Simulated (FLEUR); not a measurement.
**SnTe: 7 runs along one coordinate**

System: SnTe (Fm-3m, 2 atoms in the cell).
Method: Kohn-Sham DFT of a periodic cell, PBEsol, all-electron, no spin polarisation (FLEUR MaX-R8.1 (later development tree)).

The 7 runs differ only in the geometry, by an even scaling of the cell at fixed fractional positions. The structure derives from an entry of the Crystallography Open Database.

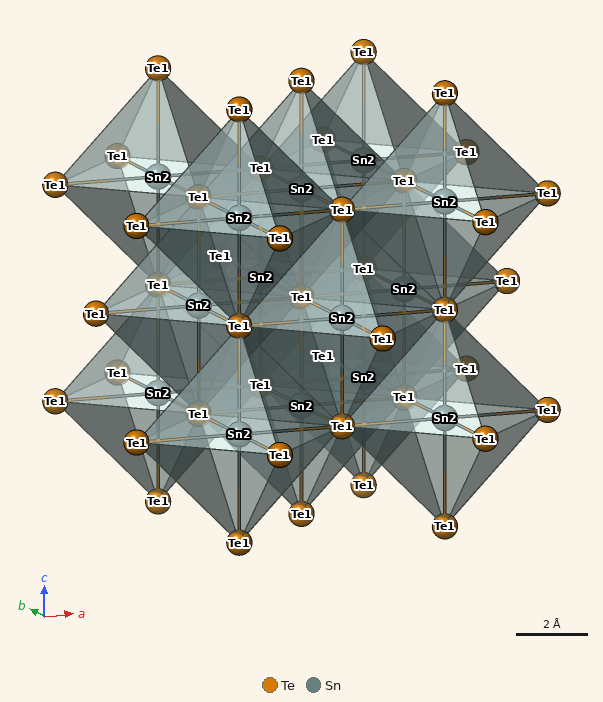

Figure 1. The structure of run 4 (polyhedral view of the cell 4 times as large as that of the calculation, set on its symmetry axes, seen slightly off an axis; polyhedra are completed across the faces of the cell; atoms are numbered from 1 in the order of the input). An atom can appear more than once, as a periodic image.

### Input of run 4
```
<?xml version="1.0" encoding="UTF-8" standalone="no"?>
<fleurInput fleurInputVersion="0.39">
   <comment>
      SnTe                                                                                                
   </comment>
   <calculationSetup>
      <cutoffs Kmax="4.1" Gmax="12.7" GmaxXC="12.7" numbands="0"/>
      <scfLoop itmax="60" minDistance="0.00001" maxIterBroyd="15" imix="Anderson" alpha="0.05" precondParam="0.0" spinf="2.0" sdNocoIR="T"/>
      <coreElectrons ctail="T" frcor="F" kcrel="0" coretail_lmax="0"/>
      <xcFunctional name="PBEs" relativisticCorrections="F"/>
      <magnetism jspins="1"/>
      <soc l_soc="F" theta="0.0" phi="0.0" spav="F"/>
      <expertModes spex="0" secvar="F"/>
      <geometryOptimization l_f="T" forcealpha="1.0" forcemix="BFGS" epsdisp="0.0005" epsforce="0.0002"/>
      <ldaU l_linMix="F" mixParam="0.05" spinf="1.0"/>
   </calculationSetup>
   <cell>
      <bzIntegration valenceElectrons="44.0" mode="hist" fermiSmearingEnergy="0.00183747">
         <kPointListSelection listName="default-1"/>
         <!-- k-points included here -->
         <xi:include xmlns:xi="http://www.w3.org/2001/XInclude" href="kpts.xml"> </xi:include>
      </bzIntegration>
      <!-- symmetry operations included here -->
      <xi:include xmlns:xi="http://www.w3.org/2001/XInclude" href="sym.xml"> </xi:include>
      <bulkLattice scale="1.0">
         <bravaisMatrix>
            <row-1>    0.0000000000000000     5.9542435596959100     5.9542435596959100</row-1>
            <row-2>    5.9542435596959100     0.0000000000000000     5.9542435596959100</row-2>
            <row-3>    5.9542435596959100     5.9542435596959100     0.0000000000000000</row-3>
         </bravaisMatrix>
      </bulkLattice>
   </cell>
   <atomSpecies>
      <species name="Tellurium (Te)" element="Te" atomicNumber="52">
         <mtSphere radius="2.66" gridPoints="879" logIncrement="0.015"/>
         <atomicCutoffs lmax="10" lnonsphr="10"/>
         <electronConfig flipSpins="F">
            <coreConfig>(1s1/2) (2s1/2) (2p1/2) (2p3/2) (3s1/2) (3p1/2) (3p3/2) (4s1/2) (3d3/2) (3d5/2)</coreConfig>
            <valenceConfig>(4p1/2) (4p3/2) (5s1/2) (4d3/2) (4d5/2) (5p1/2) (5p3/2)</valenceConfig>
            <stateOccupation state="(5p1/2)" spinUp="0.666667" spinDown="0.666667"/>
            <stateOccupation state="(5p3/2)" spinUp="1.333333" spinDown="1.333333"/>
         </electronConfig>
         <energyParameters s="5" p="5" d="5" f="4"/>
         <lo type="SCLO" l="1" n="4" eDeriv="0"/>
         <lo type="SCLO" l="1" n="4" eDeriv="1"/>
         <lo type="SCLO" l="2" n="4" eDeriv="0"/>
         <lo type="SCLO" l="2" n="4" eDeriv="1"/>
         <lo type="SCLO" l="0" n="5" eDeriv="2"/>
         <lo type="SCLO" l="3" n="4" eDeriv="2"/>
      </species>
      <species name="Tin (Sn)" element="Sn" atomicNumber="50">
         <mtSphere radius="2.66" gridPoints="879" logIncrement="0.015"/>
         <atomicCutoffs lmax="10" lnonsphr="10"/>
         <electronConfig flipSpins="F">
            <coreConfig>(1s1/2) (2s1/2) (2p1/2) (2p3/2) (3s1/2) (3p1/2) (3p3/2) (3d3/2) (3d5/2)</coreConfig>
            <valenceConfig>(4s1/2) (4p1/2) (4p3/2) (5s1/2) (4d3/2) (4d5/2) (5p1/2) (5p3/2)</valenceConfig>
            <stateOccupation state="(5p1/2)" spinUp="0.333333" spinDown="0.333333"/>
            <stateOccupation state="(5p3/2)" spinUp="0.666667" spinDown="0.666667"/>
         </electronConfig>
         <energyParameters s="5" p="5" d="4" f="4"/>
         <lo type="SCLO" l="0" n="4" eDeriv="0"/>
         <lo type="SCLO" l="1" n="4" eDeriv="0"/>
         <lo type="SCLO" l="1" n="4" eDeriv="1"/>
         <lo type="SCLO" l="2" n="4" eDeriv="2"/>
         <lo type="SCLO" l="3" n="4" eDeriv="2"/>
      </species>
   </atomSpecies>
   <atomGroups>
      <atomGroup species="Tellurium (Te)">
         <relPos label="                   1">1.000/2.000 1.000/2.000 1.000/2.000</relPos>
         <force calculate="T" relaxXYZ="TTT"/>
      </atomGroup>
      <atomGroup species="Tin (Sn)">
         <relPos label="                   2">.0000000000 .0000000000 .0000000000</relPos>
         <force calculate="T" relaxXYZ="TTT"/>
      </atomGroup>
   </atomGroups>
   <output dos="F" band="F" slice="F">
      <checks vchk="F" cdinf="F"/>
      <bandDOS minEnergy="-.5*Htr" maxEnergy="0.5*Htr" sigma="0.015" storeEVData="T"/>
      <vacuumDOS vacdos="F" integ="F" star="F" nstars="0" locx1="0.0" locy1="0.0" locx2="0.0" locy2="0.0" nstm="0" tworkf="0.0"/>
      <unfoldingBand unfoldBand="F" supercellX="1" supercellY="1" supercellZ="1"/>
      <plotting iplot="0" polar="F">
         <plot TwoD="T" vec1="  1.0  0.0  0.0" vec2="  0.0  1.0  0.0" vec3="  0.0  0.0  1.0" zero="  0.0  0.0  0.0" file="plot"/>
      </plotting>
      <chargeDensitySlicing numkpt="0" minEigenval="0.0" maxEigenval="0.0" nnne="0" pallst="F"/>
      <specialOutput eonly="F"/>
      <moessbauerParams electricFieldGradient="T" isomerShift="T" coreHyperfine="T" valenceHyperfine="T"/>
      <magneticCircularDichroism mcd="F" energyLo="-10.0" energyUp="0.0"/>
   </output>
  <!-- We include the file relax.xml here to enable relaxations (see documentation) -->
  <xi:include xmlns:xi="http://www.w3.org/2001/XInclude" href="relax.xml"> <xi:fallback/> </xi:include>
</fleurInput>
```

Command:
```bash
inpgen -f crystal.txt -profile fastHighL; fleur_MPI
```

Run 2 has the same physical settings and fractional positions; its lattice vectors (Å) are:
```
   0.000000    3.108266    3.108266
   3.108266    0.000000    3.108266
   3.108266    3.108266    0.000000
```

### Results, with one run withheld

| run | volume per atom (Å³) | free energy per atom, from the lowest run given (meV) | gap on the mesh (eV) |
| --- | --- | --- | --- |
| 1 | 29.404 | 13.70 | 0.63 |
| 2 | 30.030 | ? | ? |
| 3 | 30.656 | 0.46 | 0.68 |
| 4 | 31.281 | 0.00 | 0.66 |
| 5 | 31.907 | 3.07 | 0.66 |
| 6 | 32.532 | 9.32 | 0.65 |
| 7 | 33.158 | 18.41 | 0.66 |

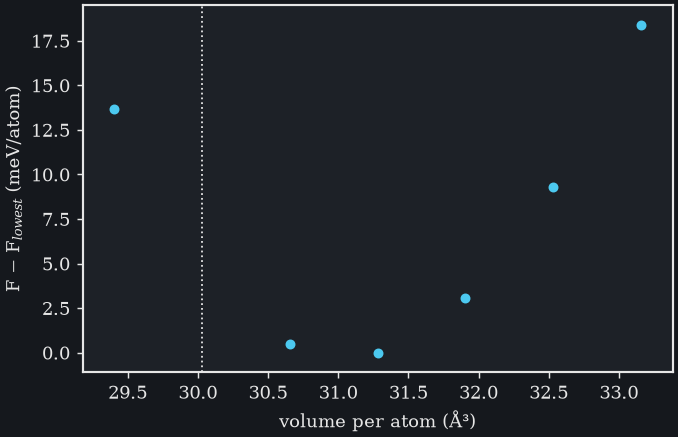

Figure 2. Free energy per atom of the runs given; the dotted line marks run 2.

Estimate the energy of run 2 from the others.

A cubic polynomial in V^(−2/3) (the Birch–Murnaghan form), fitted to the 6 runs given, misses them by at most 0.01 meV per atom. With x = V^(−2/3) − 0.10037 Å⁻², it reads F = 0.48851 − 1727.8 x + 9.9027e+05 x² + 2.1606e+06 x³ (meV per atom). At run 2 it gives 4.87 meV per atom, and the run itself gives 4.87. The fit has its minimum at 31.044 Å³ per atom, where V d²F/dV² gives 46.8 GPa: the bulk modulus at this level, since symmetry fixes the shape and the positions. The gap on the mesh lies between 0.63 eV (run 1) and 0.68 eV (run 3); run 2 has 0.67 eV. These are gaps of this functional on this mesh, which can miss the band edges; they aren't the measured gap.

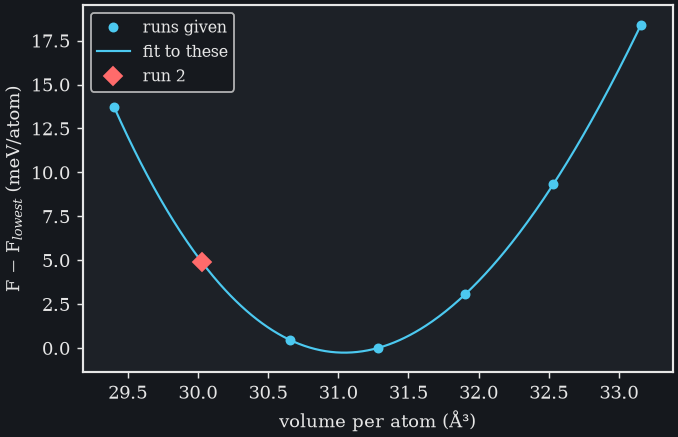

Figure 3. The fit and the withheld run.

### Output (run 2)
```
Welcome to FLEUR        (www.flapw.de)
      MaX-Release 8.1          (www.max-centre.eu)

 ========== k-point set info ==========
 Selected k-point list: default-1
 k-point list type: mesh
 7 x 7 x 7
 Number of k points: 20

 ------------Calculation Setup---------------------------
 Number of MPI-tasks      :            1
 Number of PE/node        :            1
 Number of OMP-threads    :            1
 Most efficient MPI parallelization for:
           1           2           4           5          10          20
 Additional eigenvalue parallelization possible
 Number of basis functions:          573
 Approximate size of matrices (H+S) per k-point:         0.005 GB
 --------------------------------------------------------

 Iteration:     1   Distance:       4.68152793 me/bohr^3

 Iteration:     2   Distance:       4.38659179 me/bohr^3

 Iteration:     3   Distance:       1.68044770 me/bohr^3

 Iteration:     4   Distance:       0.56182951 me/bohr^3

 Iteration:     5   Distance:       0.47745714 me/bohr^3

 Iteration:     6   Distance:       0.05259679 me/bohr^3

 Iteration:     7   Distance:       0.02144009 me/bohr^3

 Iteration:     8   Distance:       0.01238169 me/bohr^3

 Iteration:     9   Distance:       0.00226463 me/bohr^3

 Iteration:    10   Distance:       0.00067266 me/bohr^3

 Iteration:    11   Distance:       0.00017272 me/bohr^3

 Iteration:    12   Distance:       0.00001299 me/bohr^3

 Iteration:    13   Distance:       0.00000901 me/bohr^3

 ********************************************************************
 Run finished successfully
 Stop message:
   all done
 ********************************************************************
```
